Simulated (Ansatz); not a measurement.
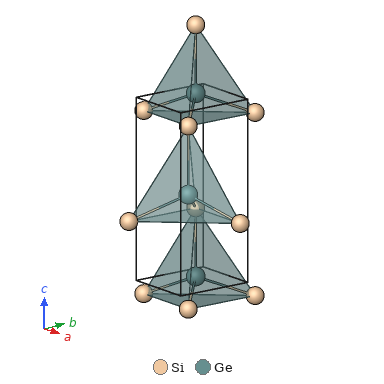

System: SiGe, space group P6_3mc (No. 186). The picture shows the cell.

Structure:
```
CELL_PARAMETERS angstrom
3.90445 0.00000 0.00000
-1.95223 3.38135 0.00000
0.00000 0.00000 6.45078
ATOMIC_POSITIONS crystal
Si 0.66667 0.33333 0.87461
Si 0.33333 0.66667 0.37461
Ge 0.66667 0.33333 0.50039
Ge 0.33333 0.66667 0.00039
```

Calculation (Ansatz 0.2.0): deformation of a crystal at fixed volume, lengths along the axis scaled against those across it, fractional coordinates fixed, by plane-wave density functional theory with PAW datasets, free energies less that of the undisturbed cell, pressure positive in compression; scalar-relativistic. Level: r2SCAN, no spin polarisation.

wave cutoff 500 eV; k mesh 12×12×6; occupations Gaussian; smearing width 0.05 eV; k shift (0, 0, 0) (mesh steps); start as given; path axial; axis direction (0, 0, 1) (Cartesian unit vector).

Predict the energy change, pressure and gap on the k mesh against relative axial ratio. The relative axial ratio takes the values 0.80, 0.85, 0.92, 0.96, 1.00, 1.05, 1.10, 1.20, 1.30.

The energy change is 575 meV/atom at relative axial ratio 0.80 and 486 meV/atom at 1.30; the lowest computed point is at relative axial ratio 1.00 (0 meV/atom). The pressure goes from 8.452 GPa at relative axial ratio 0.80 to 7.399 GPa at 1.30, not monotonically, with a low of 0.038 GPa at 1.00. The gap on the k mesh is closed at 5 of the 9 points and is largest, 0.661 eV, at 1.00.

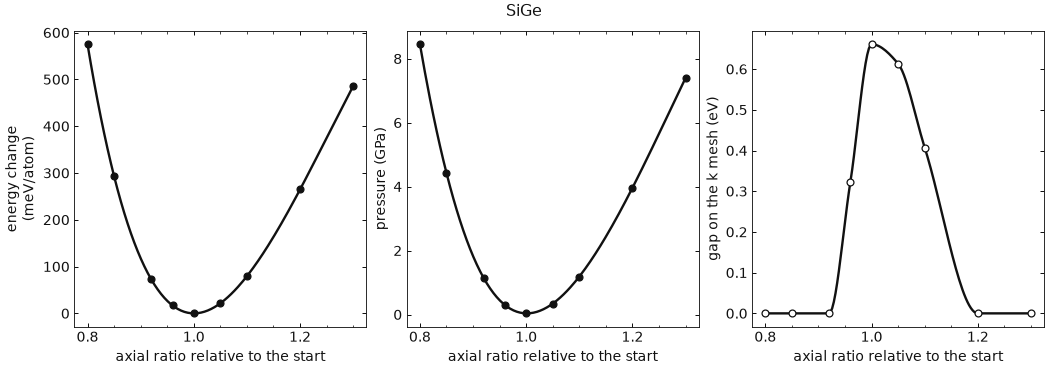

Keep in mind: gap closes along the scan on a mesh chosen for the insulator; reference crystal is not relaxed; shape and atomic fractions are frozen while scaling, which makes layered, chain and framework solids too stiff.
